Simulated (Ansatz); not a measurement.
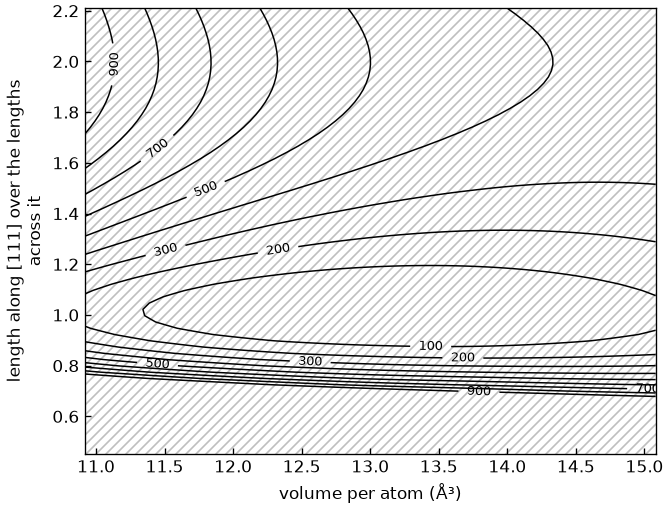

Energy landscape of ZnCu (Pm-3m, No. 221; 2 atoms in the cell). The energy is mapped over volume and the cell's shape. First axis: volume per atom. Second axis: length along [111] over the lengths across it, relative to the cubic cell. Nothing is relaxed (symmetry fixes all fractional coordinates). The grid has 7 × 9 points. At 5 points there is no value (left out of the scan, as a rule where atoms come close). Points are written as (first, second). All energies are given in meV/atom relative to the lowest grid point. All numbers below come from DFT PBE, scalar-relativistic, plane waves, PAW (Ansatz). Settings: cutoff 520 eV, k-mesh 16×16×16, gaussian smearing 0.15 eV, no spin polarisation.

The picture shows contour lines labelled in meV/atom (none above 900), hatched blanks where no value was computed. Between grid points the surface is interpolated. 

Summarise what can be read from the map.

Answer. The lowest grid point is at (13.00 Å³, 1.000). The energy also falls towards the edge at (15.08 Å³, 2.211) (371 meV/atom above the lowest), where a further well may lie outside the range. The highest grid point, (14.39 Å³, 0.452), lies 7833 meV/atom above the lowest.

The input of one point:

```yaml
crystal:
  lattice:
    - [2.9626309844, 0.0, 0.0]
    - [0.0, 2.9626309844, 0.0]
    - [0.0, 0.0, 2.9626309844]
  atoms:
    - { symbol: Zn, position: [0.5, 0.5, 0.5] }
    - { symbol: Cu, position: [0.0, 0.0, 0.0] }
basis:
  ecutwfc: 520.0
kpoints:
  mp_grid: { grid: [16, 16, 16] }
hamiltonian:
  xc: pbe
scf:
  occupations: { method: gaussian, width: 0.15 }
output:
  forces: true
  stress: true
  eigenvalues: true
```

Each point was launched as `ansatz run input.yaml --threads 1 --pin off --max-ram 2048MiB --backend cpu --events-out ev --progress --plain --runs-dir out`. Time for the 58 points that were run: 15 min on 1 thread of Arm Neoverse V1, on a shared host.
